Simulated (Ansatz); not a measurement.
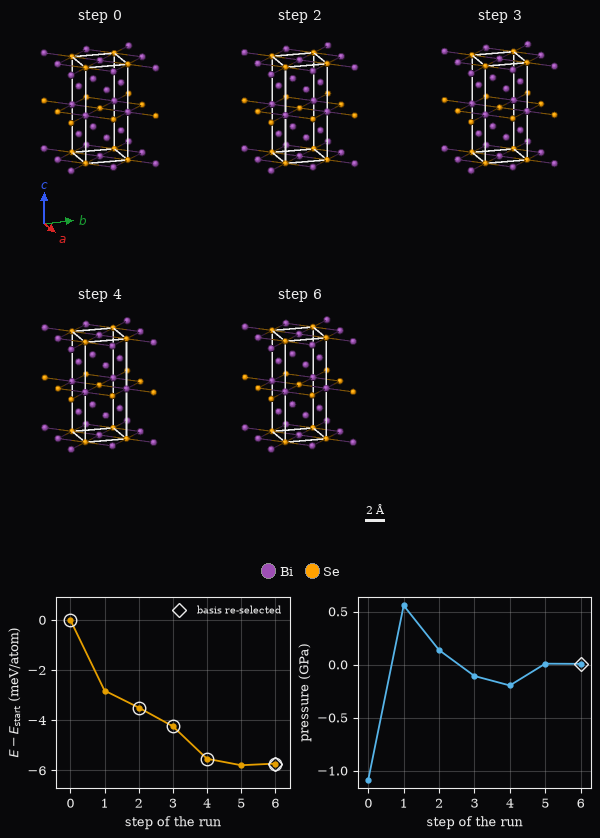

Frames of a relaxation of solid Bi3Se (built on the TiAl3 (D0_22)_139 type), marked on the history of the run. The picture is a ball-and-stick view of the conventional cell (2 times the calculation's cell), seen slightly off an axis. Lengths and directions refer to the drawn axes.

Case: TiAl3 (D0_22) type (I4/mmm, No. 139).

These are results of DFT PBE, scalar-relativistic, plane waves, PAW (Ansatz), not measurements.

Input
```yaml
crystal:
  lattice:
    - [-2.369802647, 2.369802647, 5.2935851336]
    - [2.369802647, -2.369802647, 5.2935851336]
    - [2.369802647, 2.369802647, -5.2935851336]
  atoms:
    - { symbol: Bi, position: [0.5, 0.5, 0.0] }
    - { symbol: Bi, position: [0.25, 0.75, 0.5] }
    - { symbol: Bi, position: [0.75, 0.25, 0.5] }
    - { symbol: Se, position: [0.0, 0.0, 0.0] }
basis:
  ecutwfc: 420
kpoints:
  mp_grid: { grid: [14, 14, 14] }
hamiltonian:
  xc: pbe
scf:
  occupations: { method: gaussian, width: 0.1 }
output:
  forces: true
  stress: true
  eigenvalues: true
  write_density: true
  write_potential: true
  elf: true
  volumetric_format: npy
relax:
  adjacent_minimum: "off"
  f_tol: 0.01
  max_steps: 80
  cell: { stress_tol: 0.05 }
```

Launched with:
```bash
ansatz run input.yaml --threads 1 --pin off --max-ram 2560MiB --backend cpu --events-out ev --progress --plain --runs-dir out
```

### Describe the path.

No atom moves by more than 0.005 Å relative to the cell. The drawn cell changes as follows: a = b 4.740 → 4.593 Å (−3.1 %), c 10.587 → 11.168 Å (+5.5 %); the volume changes by −0.9 %. Near-neighbour distances that change, for instance: Bi1–Se4 3.351 → 3.248 Å. The space group stays I4/mmm (No. 139). Over 5 accepted moves (6 points after the start) the energy falls by 5.7 meV per atom. All forces vanish by symmetry, so only the cell relaxes. The pressure goes from −1.09 to 0.01 GPa. At 1 point the geometry stayed and the basis and grid were re-selected for the new cell (energy shift of 0.1 meV per atom at most each time). The run took 3.8 min on 1 thread of Intel(R) Xeon(R) 6975P-C (Granite Rapids), with other jobs on the host, peak memory 1 GiB. From step 0 to 2: volume −2.1 %, energy −3.5 meV per atom. From step 2 to 3: volume +0.6 %, energy −0.7 meV per atom. From step 3 to 4: volume +0.7 %, energy −1.3 meV per atom. From step 4 to 6: volume −0.1 %, energy −0.2 meV per atom.

| step | E − E(0), meV/atom | pressure, GPa | volume, Å³/atom | note |
| --- | --- | --- | --- | --- |
| 0 | 0.00 | -1.09 | 29.729 |  |
| 1 | -2.81 | 0.56 | 28.863 |  |
| 2 | -3.49 | 0.14 | 29.094 |  |
| 3 | -4.24 | -0.11 | 29.275 |  |
| 4 | -5.53 | -0.20 | 29.493 |  |
| 5 | -5.79 | 0.01 | 29.454 |  |
| 6 | -5.73 | 0.01 | 29.454 | same geometry, new basis |
